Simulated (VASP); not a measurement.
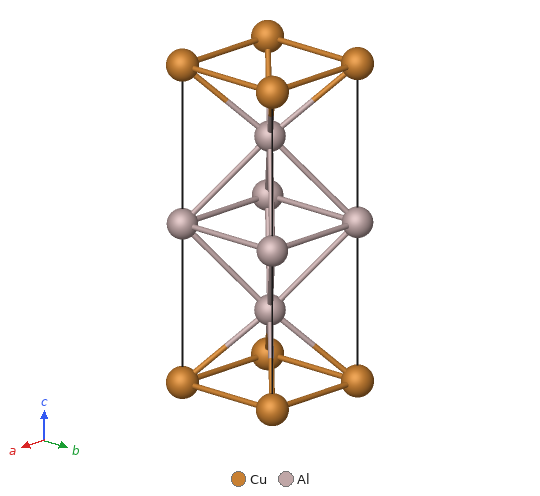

Al3Cu, space group P4/mmm (No. 123), a = 2.778 Å, b = 2.778 Å, c = 7.513 Å, α = 90.00°, β = 90.00°, γ = 90.00°

```json
{"site": "Cu", "Wyckoff": "1a", "x": "0.0000", "y": "0.0000", "z": "0.0000"}
{"site": "Al1", "Wyckoff": "2h", "x": "0.5000", "y": "0.5000", "z": "0.7739"}
{"site": "Al2", "Wyckoff": "1b", "x": "0.0000", "y": "0.0000", "z": "0.5000"}
```

Source: a cell listed in the Materials Project, as set up for an electronic-structure calculation.

How is the cell volume shared among the sites in a plain Voronoi partition?

```
site  faces above 1 % of the sphere  volume (Å³)  solid angle by neighbour (%)
  Cu                             12        13.16                   Al 76 Cu 24
 Al1                             12        14.48                   Al 62 Cu 38
 Al2                             12        15.88                   Al 100 Cu 0
```

Weighted by multiplicity the volumes add up to the cell volume, 58.0 Å³.

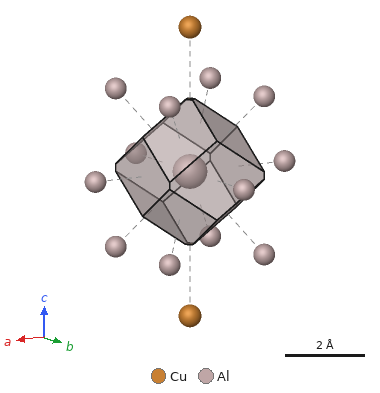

The computed Voronoi cell of Al2, with the neighbours that bound it.
